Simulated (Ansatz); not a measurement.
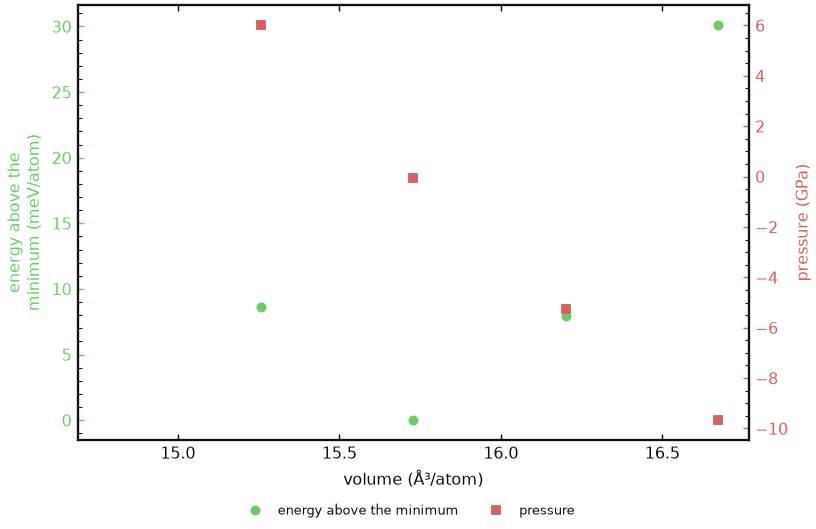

The plot gives the computed energy above the minimum and pressure against volume for Zr₂N, space group P4_2/mnm (No. 136).

The given structure:
```cif
data_structure
_symmetry_space_group_name_H-M 'P 1'
_symmetry_Int_Tables_number 1
_cell_length_a 5.3700
_cell_length_b 5.3700
_cell_length_c 3.2726
_cell_angle_alpha 90.000
_cell_angle_beta 90.000
_cell_angle_gamma 90.000
_cell_volume 94.37
loop_
_atom_site_label
_atom_site_type_symbol
_atom_site_fract_x
_atom_site_fract_y
_atom_site_fract_z
_atom_site_occupancy
Zr1 Zr 0.29625 0.29625 0.00000 1
Zr2 Zr 0.70375 0.70375 0.00000 1
Zr3 Zr 0.79625 0.20375 0.50000 1
Zr4 Zr 0.20375 0.79625 0.50000 1
N1 N 0.00000 0.00000 0.00000 1
N2 N 0.50000 0.50000 0.50000 1
```

Calculation (Ansatz 0.2.0): third-order Birch-Murnaghan fit to density functional energies at scaled volumes of the given relaxed cell, shape and atoms relaxed at each volume; energies count from the fitted minimum; plane waves with PAW datasets, Γ-centred k mesh. Level: PBEsol, no spin polarisation.

| setting | value |
| --- | --- |
| wave cutoff | 420 eV |
| k mesh | 8×8×10 |
| occupations | Gaussian |
| smearing width | 0.1 eV |

The point at volume 14.785 Å³/atom is left out of the plot. What does the calculation give there?

```tsv
volume (Å³/atom)	energy above the minimum (meV/atom)	pressure (GPa)
14.785	36.4	13.05
```
